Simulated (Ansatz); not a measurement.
Ni

```
Ni
1.0
     2.76743    0.00000    0.00000
     0.00000    2.76743    0.00000
     0.00000    0.00000    2.76743
Ni
2
Cartesian
  0.0000 0.0000 0.0000
  1.3837 1.3837 1.3837
```

Space group Im-3m; a structure from a database of computed crystals, not necessarily the ambient phase; computed pressure about 7 GPa in this cell; spin-polarised.

Method: Kohn-Sham DFT of a periodic cell, HSE03, Ansatz PAW (Ansatz).

The density is the valence pseudo-density of a PAW calculation; it isn't the true density close to the nuclei.

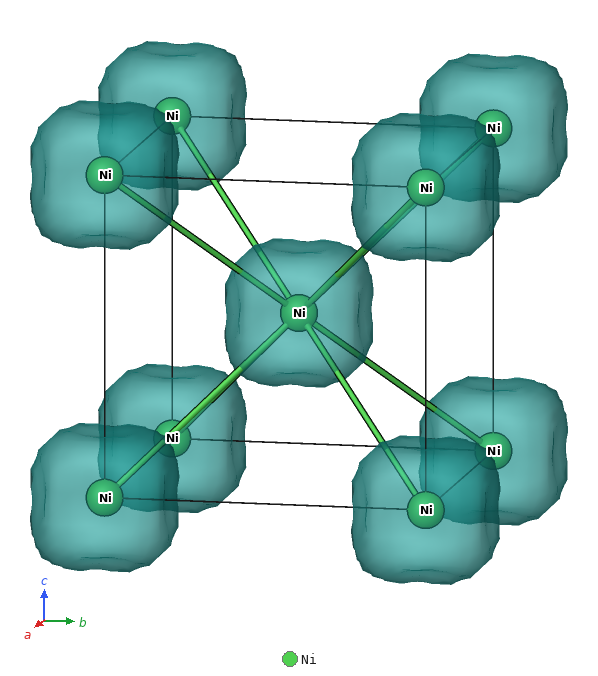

Figure 1. Isosurface of the spin density at +0.15 e/Å³ (teal), seen slightly off an axis. Sticks mark near contacts.

**Where is the spin, and how is it ordered?**

The spin density sits on Ni: +0.9 μB (×2) in one cell of 2 atoms: parallel main moments, as they must be, since the calculation's own cell holds one magnetic site. The cell of the calculation (1 atoms) carries 0.9 μB of net spin moment.

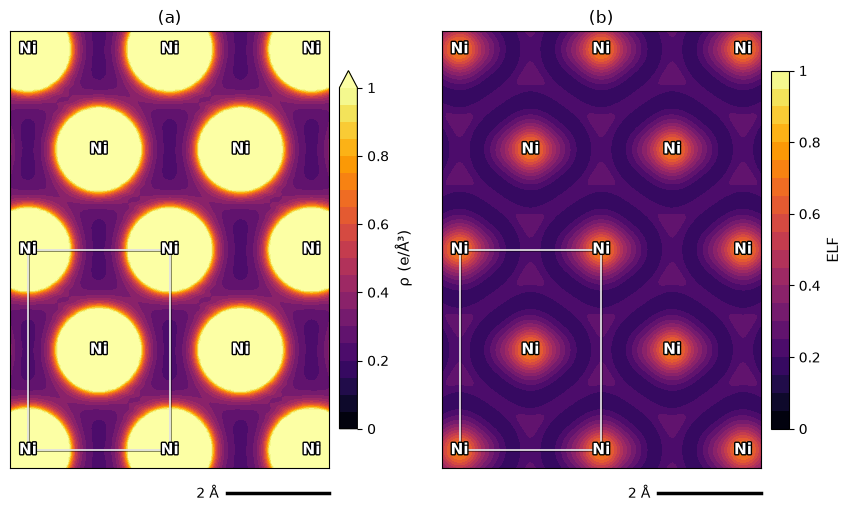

Figure 2. (a) valence charge density (pseudo); (b) ELF on the (101̄) plane of the conventional cell.

**What do the fields say about this system?**

- The section cuts through Ni sites.
- Ni–Ni (2.40 Å): ρ is about 0.35 e/Å³ halfway; the ELF is about 0.25 at the midpoint (no shared electron pair shows on this line).
- Between the atoms the lowest density in this plane is 0.24 e/Å³.
- The features right at Ni lie inside the PAW spheres, where the map follows smoothed inner orbitals and isn't to be read closely.

**Does the calculation make it a metal, or give it a gap?**

It is gapless in this calculation (a metal or semimetal).
